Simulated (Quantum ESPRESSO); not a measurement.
# LiH (Fm-3m): from Born charge to LO-TO splitting

Aim: work out the LO frequency and the static dielectric constant of LiH (Fm-3m) from one linear-response run, then check them.

Method: DFT LDA, scalar-relativistic, plane waves, PseudoDojo norm-conserving pseudopotentials, in Quantum ESPRESSO 7.5.

The database entry behind the starting cell differs from later determinations by our own check (the deuteride, about 0.2 % short), so it need not match the best structure at ambient conditions.

### Step 1. The relaxed structure

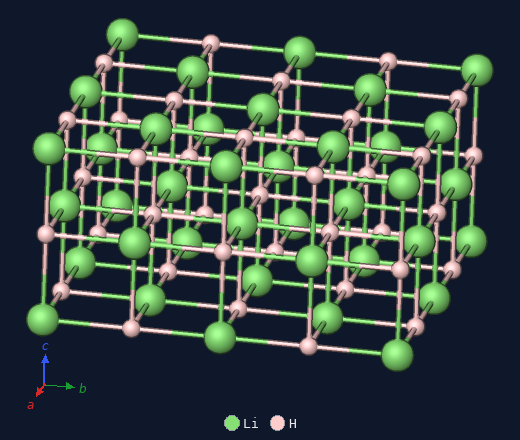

The starting structure, seen slightly off an axis (lithium green, hydrogen pink). 2×2×1 cells are drawn. This picture shows the conventional cell, with its axes. Some periodic images of atoms are drawn too.

This is the cell after its relaxation at this level of theory, not the database cell from which that began.

### Step 2. What the response run gave

A linear-response run on the relaxed cell, with the response to an electric field; only its zone-centre results are used. Cutoff 81 Ry, k mesh 12×12×12.

The program printed:

```text
[banners, grids, parts of the stress and lines that vanish by symmetry left out]
Program PHONON v.7.5
     Reading xml data from directory:

[...]
Exchange-correlation= PW
                           (   1   4   0   0   0   0   0)
[...]
kinetic-energy cut-off    =      81.0000  Ry
     charge density cut-off    =     324.0000  Ry
     convergence threshold     =      1.0E-18
[...]
Exchange-correlation= PW
                           (   1   4   0   0   0   0   0)
[...]
q = (   0.0000000   0.0000000   0.0000000 )
     49 Sym.Ops. (with q -> -q+G )
     G cutoff =  447.8972  (   9841 G-vectors)     FFT grid: ( 30, 30, 30)
     number of k points=    72
[...]
Mode symmetry, O_h (m-3m)  point group:
[...]
Dielectric constant
[...]
End of electric fields calculation
          Dielectric constant in cartesian axis
          (       5.009663328       0.000000000       0.000000000 )
          (       0.000000000       5.009663328      -0.000000000 )
          (       0.000000000      -0.000000000       5.009663328 )
          Effective charges (d Force / dE) in cartesian axis without acoustic sum rule applied (asr)
           atom    1  Li    Mean Z*:        1.02662
      Ex  (        1.02662        0.00000        0.00000 )
      Ey  (        0.00000        1.02662       -0.00000 )
      Ez  (        0.00000       -0.00000        1.02662 )
           atom    2  H     Mean Z*:       -1.02747
      Ex  (       -1.02747       -0.00000        0.00000 )
      Ey  (       -0.00000       -1.02747       -0.00000 )
      Ez  (        0.00000       -0.00000       -1.02747 )
          Effective charges Sum: Mean:       -0.00085
[...]
Effective charges (d Force / dE) in cartesian axis with asr applied:
           atom    1  Li    Mean Z*:        1.02704
[...]
atom    2  H     Mean Z*:       -1.02704
[...]
Representation #   1 modes #   1   2   3
[...]
End of self-consistent calculation
     Convergence has been achieved
     Representation #   2 modes #   4   5   6
[...]
End of self-consistent calculation
     Convergence has been achieved
[...]
Dielectric constant in cartesian axis
          (       5.009663328       0.000000000       0.000000000 )
          (       0.000000000       5.009663328      -0.000000000 )
          (       0.000000000      -0.000000000       5.009663328 )
          Effective charges (d Force / dE) in cartesian axis without acoustic sum rule applied (asr)
           atom    1  Li    Mean Z*:        1.02662
      Ex  (        1.02662        0.00000        0.00000 )
      Ey  (        0.00000        1.02662       -0.00000 )
      Ez  (        0.00000       -0.00000        1.02662 )
           atom    2  H     Mean Z*:       -1.02747
      Ex  (       -1.02747       -0.00000        0.00000 )
      Ey  (       -0.00000       -1.02747       -0.00000 )
      Ez  (        0.00000       -0.00000       -1.02747 )
          Effective charges Sum: Mean:       -0.00085
[...]
Effective charges (d Force / dE) in cartesian axis with asr applied:
           atom    1  Li    Mean Z*:        1.02704
[...]
atom    2  H     Mean Z*:       -1.02704
[...]
q = (    0.000000000   0.000000000   0.000000000 )
[...]
freq (    1) =       0.034658 [THz] =       1.156059 [cm-1]
     freq (    2) =       0.034658 [THz] =       1.156059 [cm-1]
     freq (    3) =       0.034658 [THz] =       1.156059 [cm-1]
     freq (    4) =      19.405585 [THz] =     647.300633 [cm-1]
     freq (    5) =      19.405585 [THz] =     647.300633 [cm-1]
     freq (    6) =      19.405585 [THz] =     647.300633 [cm-1]
[...]
Mode symmetry, O_h (m-3m)  point group:
     freq (   1-   3) =          1.2  [cm-1]   --> T_1u G_15  G_4- I
     freq (   4-   6) =        647.3  [cm-1]   --> T_1u G_15  G_4- I

   JOB DONE.
```

```csv
quantity,value
cell volume Ω (Å³),14.936
mass of Li (u),6.940
mass of H (u),1.008
"Born charge of Li, raw (e)",1.027
"Born charge of H, raw (e)",-1.028
ε∞,5.010
ω(TO) after the sum rule (cm⁻¹),647.3
```

### Step 3. The calculation

The charges must sum to zero over the cell; taking off their mean, 0.000 e, leaves Z* = 1.027 e on Li. In the polar mode Li moves against H, so the reduced mass is μ = 6.94 × 1.01 / 7.95 = 0.880 u.

A longitudinal wave builds up a field that adds to the restoring force: ω(LO)² = ω(TO)² + 4π Z*² / (μ Ω ε∞), in Hartree atomic units. With μ = 1604 electron masses and Ω = 100.79 bohr³ the second term is 1.6362e-05 Ha², or 788131 cm⁻² (1 Ha = 219474.6 cm⁻¹).

So ω(LO) = √(419010 + 788131) = 1098.7 cm⁻¹, and by the Lyddane-Sachs-Teller relation ε₀ = ε∞ (ω(LO)/ω(TO))² = 14.43.

### Step 4. Check against the program

The analysis program adds the same non-analytic term to the full matrix, here for q along (1 0 0).

The program printed:

```text
[banner, memory and clock lines left out]
Program DYNMAT v.7.5

     Reading Dynamical Matrix from file g.dyn
     ...Force constants read
     ...epsilon and Z* read

     Polarizability (A^3 units)
     multiply by 0.427981 for Clausius-Mossotti correction
         4.765747    0.000000    0.000000
         0.000000    4.765747   -0.000000
         0.000000   -0.000000    4.765747

     IR activities are in (D/A)^2/amu units

# mode   [cm-1]    [THz]      IR
    1     -0.00   -0.0000    0.0000
    2     -0.00   -0.0000    0.0000
    3      0.00    0.0000    0.0000
    4    647.31   19.4058   27.6492
    5    647.31   19.4058   27.6492
    6   1098.69   32.9380   27.6492
```

ε₀ comes from the program's run without a direction of q.

```csv
quantity,by hand,program
ω(LO) (cm⁻¹),1098.7,1098.7
ε₀,14.43,14.43
```

### Step 5. Summary of results

| Item | Value |
| --- | --- |
| TO mode | 647.3 cm⁻¹ |
| LO mode | 1099 cm⁻¹ |
| static dielectric constant | 14.43 |

**Reading.** The LO mode of LiH (Fm-3m) lies at 1099 cm⁻¹, 451 cm⁻¹ above the TO mode; the formula meets the program within 0.1 cm⁻¹, as it must for a cubic crystal with one polar mode. ω(LO)² − ω(TO)² goes with Z*²/ε∞: an error of 5 % in ε∞ would move the LO mode by 17.2 cm⁻¹, and semilocal functionals tend to overestimate ε∞. These are harmonic values at zero temperature, at the volume of this functional, for the structure held cubic; stability elsewhere in the zone is no part of this calculation.

[Host names and launcher messages were left out of these logs when they were recorded.]

[Logs are printed without paths, hosts, clocks, repeated set-up lines and the standing remarks that a program may print on its own settings, such as how far it seeks lower states.]

[Hosts, paths, dates, database ids (printed as entryN), source tags and the programs' standing remarks are cut or masked in the printed files.]
